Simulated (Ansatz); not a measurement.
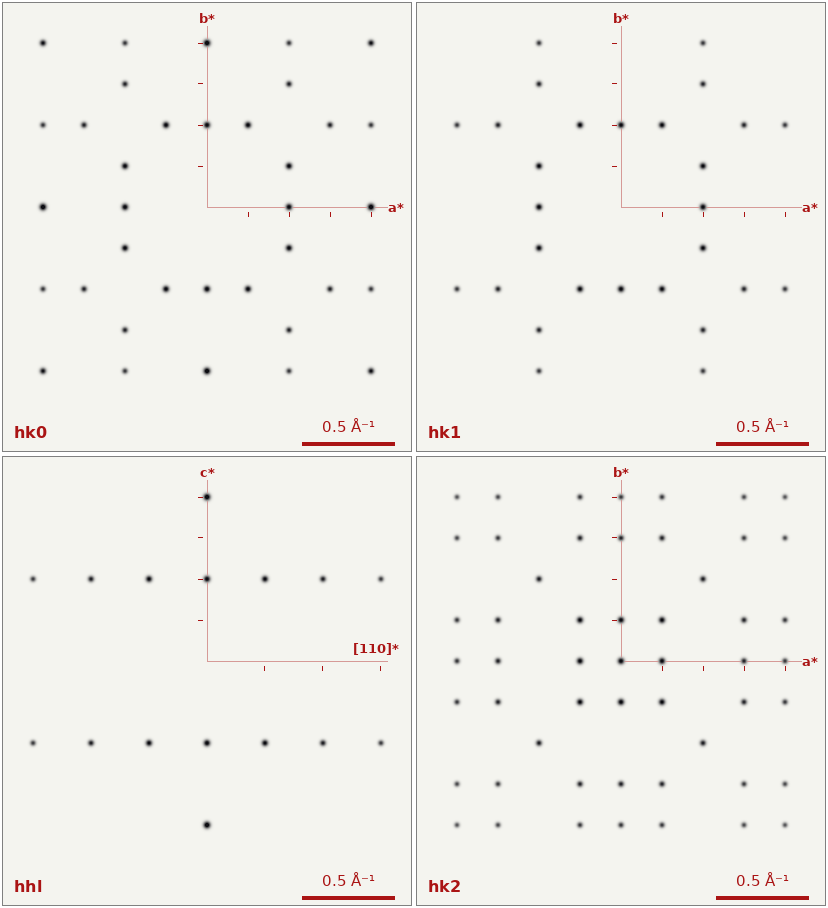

Simulated precession-type sections (X-rays; kinematic intensities, B = 0.5 Å²). The ticks mark integer indices of the conventional cell.

The compound is Mn. Structure: the end point of a relaxation with DFT, revPBE, plane waves (420 eV) with PAW, scalar-relativistic in Ansatz; the starting structure was generated, so it need not be a known form of this composition.

Read the reciprocal cell and give the direct cell.

a* = 0.225, b* = 0.225, c* = 0.225 Å⁻¹; the cell is cubic with a = 4.44 Å.

List the systematic absences.

Reflections are present only under these conditions. hkl: no condition; hk0: no condition; hhl: l = 2n; h00: h = 2n. The lattice is primitive (P). Further gaps, such as 0 4 1, 4 0 1, 1 4 0, come from atoms on special positions, not from the group's general conditions. A few very weak reflections are below the display threshold.

Which space groups fit?

The intensities have Laue symmetry m-3m (the hk0 layer shows 4mm, hk1 shows 4mm). With these conditions the candidates are P-43n (No. 218), Pm-3n (No. 223). Diffraction geometry alone does not choose among them; the structure has Pm-3n.
